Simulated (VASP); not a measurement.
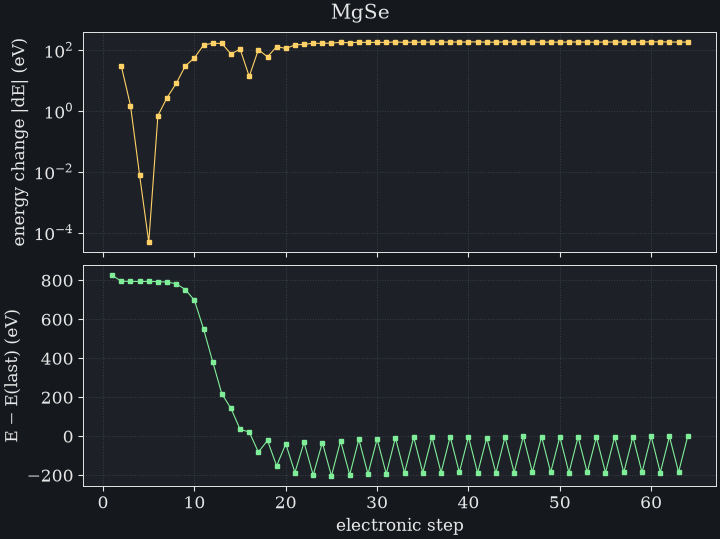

The plot shows the electronic steps of a calculation: energy change |dE|, free energy less its last value.

MgSe (2 atoms in the cell), run with VASP.

INCAR
```
ENCUT = 520.000000
SIGMA = 0.020000
EDIFF = 1.00e-07
GGA = PE
PREC = Accurate
IBRION = -1
ISIF = 2
ISMEAR = -1
NBANDS = 11
NSW = 0
LASPH = .TRUE.
LCHARG = .FALSE.
LWAVE = .FALSE.
LREAL = .FALSE.
NELM = 84
IMIX = 1
AMIX = 1.5
BMIX = 0.0001
```

KPOINTS
```
KPOINTS created by Atomic Simulation Environment
0
Gamma
8 8 8
0 0 0
```

POSCAR
```
Mg Se
 1.0000000000000000
     0.0270890668000000    2.7362693762000001    2.7362693762000001
     2.7362693762000001    0.0270890668000000    2.7362693762000001
     2.7633584430000000    2.7633584430000000    0.0000000000000000
 Mg  Se
   1   1
Cartesian
  0.0000000000000000  0.0000000000000000  0.0000000000000000
  2.7633584430000000  2.7633584430000000  2.7362693762000001
```

How did this run end?

It did not finish: the time limit cut it off after 64 steps. In the end the energy jumps back and forth between two values on alternate steps while the energy change stays near 180, so the iteration is locked in a two-step cycle. The jump at step 6 comes where the charge density, held fixed for the first 5 steps, starts to be updated.

What lies behind the failure?

The input holds a fault, mixing far too strong: . The plot doesn't show it to be the cause; the time allowed was short.
